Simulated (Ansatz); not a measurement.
TiC: several calculations on one system

### Relaxation

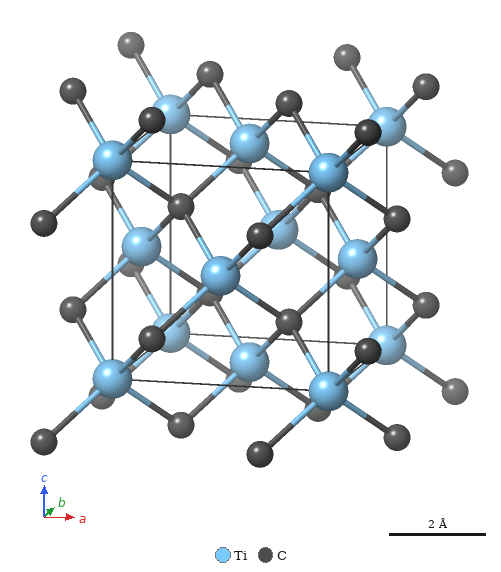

Solid TiC (a generated structure, set up in F-43m), before the relaxation. A ball-and-stick model of the conventional cell (4 times the calculation's cell), seen slightly off an axis. Lengths and directions refer to the drawn axes.

Case: cell and atoms relaxed from a first guess.

Method: DFT, PBE, PAW with Ansatz's default frozen-core files, scalar-relativistic in Ansatz.

Input file:
```yaml
crystal:
  lattice:
    - [0.0, 2.3476622039, 2.3476622039]
    - [2.3476622039, 0.0, 2.3476622039]
    - [2.3476622039, 2.3476622039, 0.0]
  atoms:
    - { symbol: Ti, position: [0.0, 0.0, 0.0] }
    - { symbol: C, position: [0.25, 0.25, 0.25] }
kpoints:
  mp_grid: { grid: [15, 15, 15] }
scf:
  occupations: { method: fermi_dirac, width: 0.05 }
hamiltonian:
  xc: pbe
  pseudopotentials: { kind: paw }
output:
  forces: true
  stress: true
  write_density: true
  write_potential: true
  elf: true
  volumetric_format: npy
relax:
  f_tol: 0.005
  max_steps: 80
  cell: {}
```

Run as
```bash
ansatz run input.yaml --threads 1 --pin off --max-ram 2048MiB --backend cpu --events-out ev --progress --plain --runs-dir out
```

Question: What does the optimiser find from here?

Answer: Over 3 accepted moves (5 points after the start) the energy falls by 3.0 meV per atom. All forces vanish by symmetry, so only the cell relaxes. Pressure: 3.59 GPa at the start and 0.00 GPa at the end. The SCF was repeated twice at an unchanged geometry on a basis and grid sized afresh for the cell, which shifted the energy by 0.4 meV per atom at most. No atom moves by more than 0.005 Å relative to the cell. The drawn cell changes as follows: a = b = c 4.695 → 4.728 Å (+0.7 %); the volume changes by +2.1 %. Near-neighbour distances that change, for instance: Ti1–C2 2.033 → 2.047 Å. The space group stays F-43m (No. 216).

The structure at the end:

```xyz
2
Lattice="0.0000 2.3641 2.3641 2.3641 0.0000 2.3641 2.3641 2.3641 0.0000" Properties=species:S:1:pos:R:3 pbc="T T T"
Ti    4.7283    4.7283    4.7283
C     1.1821    1.1821    1.1821
```

### A change

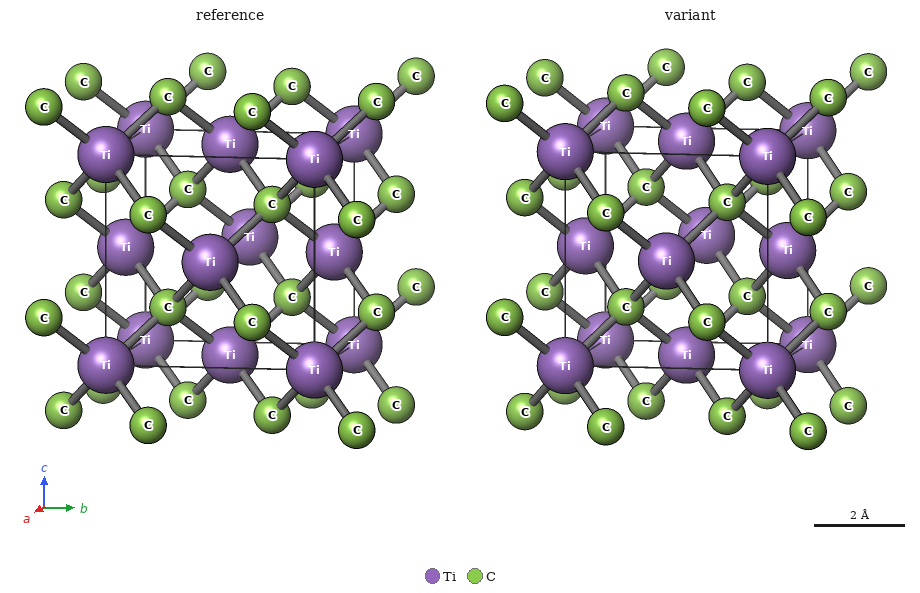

Left: a crystal of TiC (a generated structure, set up in F-43m). Right: the same structure after one change, at the same scale. The picture is a ball-and-stick view of the conventional cell (4 times the calculation's cell), seen slightly off an axis. Lengths and directions refer to the drawn axes.

The calculation used DFT, PBE, PAW with Ansatz's default frozen-core files, scalar-relativistic in Ansatz. Settings: plane-wave cutoff 420 eV; k-point mesh 15 × 15 × 15; occupations fermi dirac; smearing width 0.05 eV; no spin polarisation.

Which change leads from the left to the right?

Answer. The cell is strained by −3.0 % along b and +1.5 % across it (volume 0.0 %), the atoms keeping their fractional coordinates. No relaxation follows.

What does the change do?

Answer. It costs 1.8 meV per atom. Pressure: 0.0 GPa before, −0.2 GPa after. The principal stresses (compression positive) are 0.7 GPa along b and −0.6 GPa across it. All forces vanish by symmetry. The space group (tolerance 0.01 Å) goes from F-43m (No. 216) to I-4m2 (No. 119).

### Distortion

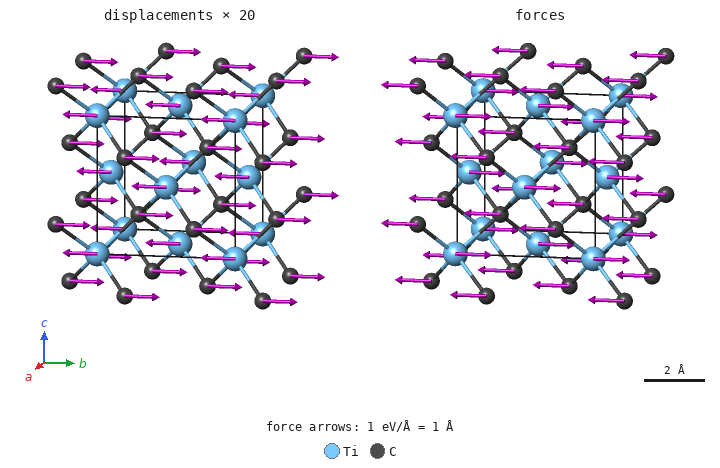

Left: a crystal of TiC (a generated structure, set up in F-43m), with purple arrows for the displacements applied to it. Right: the displaced structure with the computed forces. Style: ball-and-stick. Shown: the conventional cell (4 times the calculation's cell), slightly off an axis. Lengths and directions refer to the drawn axes.

Level of theory: DFT, PBE, PAW with Ansatz's default frozen-core files, scalar-relativistic (Ansatz 0.2.0). Set-up: plane-wave cutoff 420 eV; k-point mesh 15 × 15 × 15; occupations fermi dirac; smearing width 0.05 eV; no spin polarisation.

Question: Describe the distortion and the response.

Answer: Atoms are displaced by 0.06 Å: C 0.06 Å along +b, Ti 0.06 Å along −b. No relaxation follows. Some distances before and after: C–Ti 2.047 → 1.981 to 2.119 Å. The space group (tolerance 0.01 Å) goes from F-43m (No. 216) to Imm2 (No. 44). Energy change: +37.7 meV per atom. The pressure goes from 0.0 to 1.1 GPa. The principal stresses (compression positive) are 7.7 GPa along [1 0 1], −4.3 GPa along [1 0 −1], none along the third axis. The largest forces, 1.3 eV/Å, act on Ti and C; on the Ti atom it points along +b. The forces point straight back along the displacements (cosine −1.00).
